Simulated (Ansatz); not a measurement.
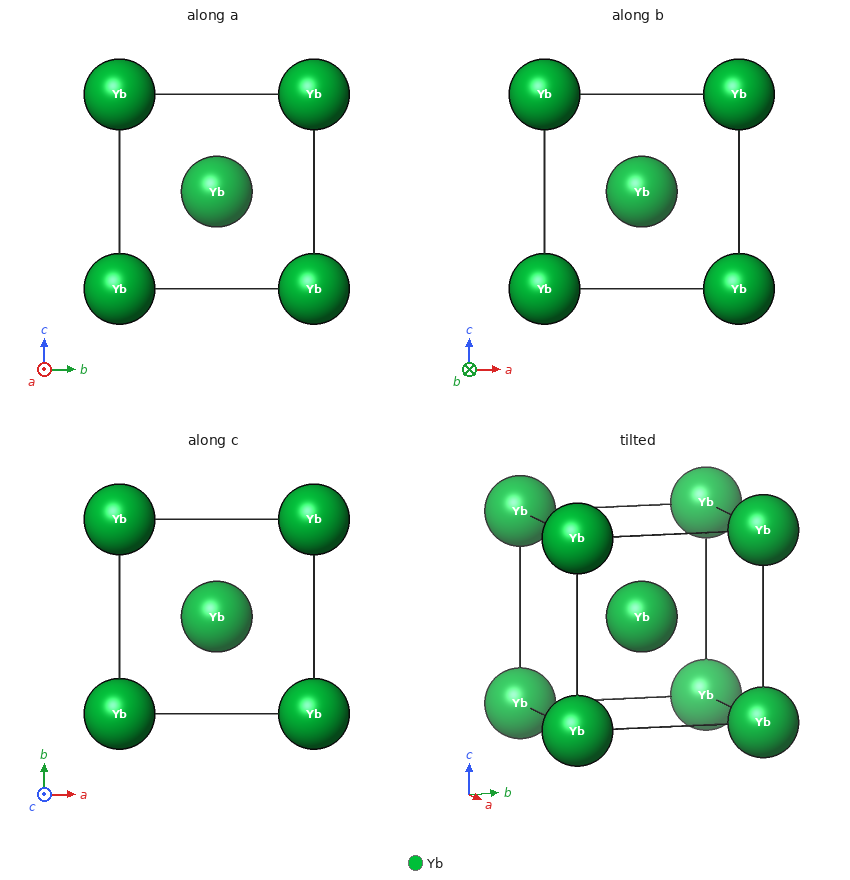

The image is a spheres-only drawing of a crystal, viewed along the a axis, along the b axis, along the c axis and slightly off an axis. One conventional unit cell is framed, with atoms on its boundary repeated.

Lattice parameters: a = 4.174 Å, b = 4.174 Å, c = 4.174 Å, α = 90.00°, β = 90.00°, γ = 90.00°. Put a along x and b in the xy plane.

**Write down what is shown as a POSCAR file.**

```
Yb
1.0
     4.174    0.000    0.000
     0.000    4.174    0.000
     0.000    0.000    4.174
Yb
2
Direct
  0.0000 0.0000 0.0000
  0.5000 0.5000 0.5000
```

Its origin is a structure type filled with this element by a generator (whether the element takes this form wasn't checked). Earlier steps of the study may have refined or changed the cell and positions. It was run through Ansatz as a DFT input.
